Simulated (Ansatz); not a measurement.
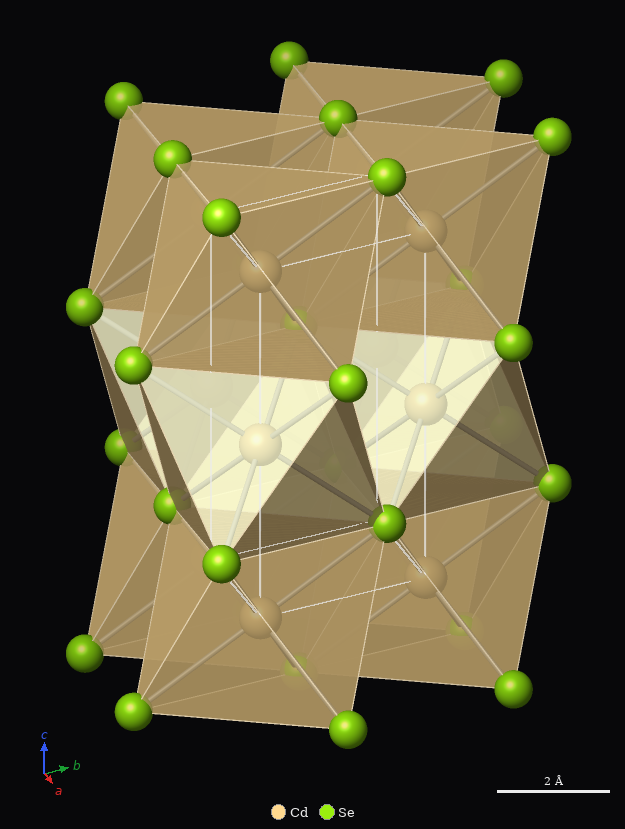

We look at a polyhedral model of the crystal slightly off an axis. The edges of the conventional unit cell are marked. Some atoms of the next cells are drawn as well.

CdSe, nickel arsenide (NiAs) type, space group P6_3/mmc (No. 194), a = 4.019 Å, b = 4.019 Å, c = 6.430 Å, α = 90.00°, β = 90.00°, γ = 120.00°. The structure comes from a structure type filled with these elements by a generator (whether the compound takes this form wasn't checked). The cell was then strained or its atoms displaced on purpose. Ansatz was used for an electronic-structure calculation on it.

This one geometry was computed with Ansatz (DFT, plane waves, PAW) at three levels of theory: r2SCAN, PBE and HSE06. It was relaxed with r2SCAN and then strained.

> Which level gives the highest pressure at this volume, and what does that say about its equilibrium volume?

Highest: PBE (4.5 GPa), which points to the largest equilibrium volume. Lowest, with the smallest volume: r2SCAN (2.7 GPa) and HSE06 (2.7 GPa). Levels within 0.5 GPa of each other can't be told apart.

> How does the band gap change with the level of theory?

PBE: a gap of 0.07 eV, indirect; r2SCAN: a gap of 0.71 eV, indirect; HSE06: a gap of 0.97 eV, indirect.

> Collect the results in a table.

| level | cutoff (eV) | k-mesh of the run's cell | gap (eV) | pressure (GPa) |
| --- | --- | --- | --- | --- |
| r2SCAN | 500 | 12×12×4 | 0.71 | 2.7 |
| PBE | 420 | 12×12×4 | 0.07 | 4.5 |
| HSE06 | 420 | 6×6×4 | 0.97 | 2.7 |

Gaps are taken on the k-mesh or band path of each run.
